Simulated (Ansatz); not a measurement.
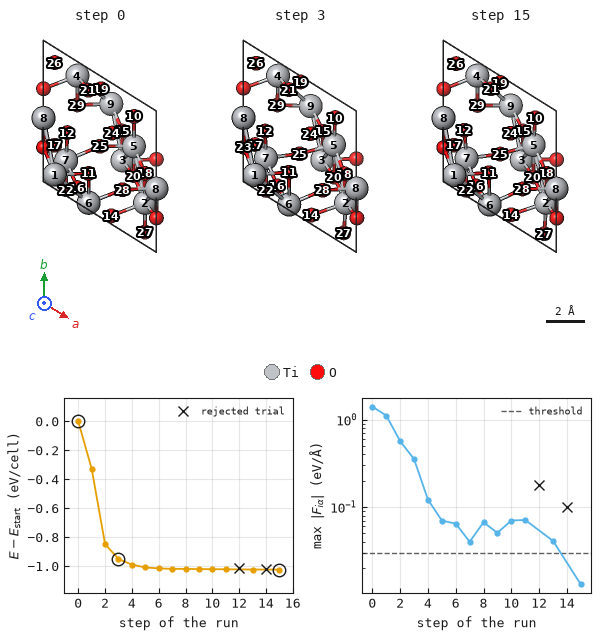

Frames of a relaxation of a defect cell of composition Ti$_{9}$O$_{20}$, marked on the history of the run. A ball-and-stick model of the cell of the calculation (origin shifted), seen along the c axis.

Computed with DFT PBEsol, scalar-relativistic, plane waves, PAW (Ansatz 0.2.0). Settings: plane-wave cutoff 420 eV; k-point mesh 2 × 2 × 2; occupations gaussian; smearing width 0.02 eV; mesh shifted by (0.5, 0.5, 0.5); collinear spin; atoms relaxed in a fixed cell; force threshold 0.03 eV/Å; at most 40 steps.

> What happens along the run?

Over 13 accepted moves (15 points after the start) the energy falls by 1.023 eV per cell of the calculation. Largest force component: 1.4 eV/Å at the start, 0.013 eV/Å at the end. The line search rejected the trial steps at points 12, 14 of the run. The largest moves, 0.44 Å, are those of O atoms. By element the largest moves are O 0.44 Å, Ti 0.12 Å. The cell doesn't change. Some distances before and after: O–Ti 1.983 → 2.177 Å, O–Ti 1.994 → 1.819 Å, O–Ti 1.981 → 1.838 Å, O–Ti 1.983 → 2.124 Å. Among the angles between lasting bonds that change: Ti–O–Ti 154.9° → 172.2°, Ti–O–Ti 102.2° → 93.2°, Ti–O–Ti 102.2° → 94.3°. From step 0 to 3: O atoms move most (0.47 Å), energy −0.950 eV per cell of the calculation. From step 3 to 15: O atoms move most (0.11 Å), energy −73.2 meV per cell of the calculation.

```
step  E − E(0), meV/atom  largest force component, eV/Å      note
   0                0.00                         1.4110          
   1              -11.25                         1.1149          
   2              -29.20                         0.5682          
   3              -32.76                         0.3538          
   4              -34.10                         0.1216          
   5              -34.76                         0.0700          
   6              -34.99                         0.0645          
   7              -35.11                         0.0401          
   8              -35.11                         0.0668          
   9              -35.16                         0.0507          
  10              -35.18                         0.0701          
  11              -35.20                         0.0711          
  12              -35.01                         0.1785  rejected
  13              -35.26                         0.0410          
  14              -35.16                         0.1001  rejected
  15              -35.28                         0.0130
```

Limits of the set-up: the k-point mesh is coarse for a cell with partly filled bands; the periodic images lie only 7.6 Å apart, so the values are limited by the cell's size.
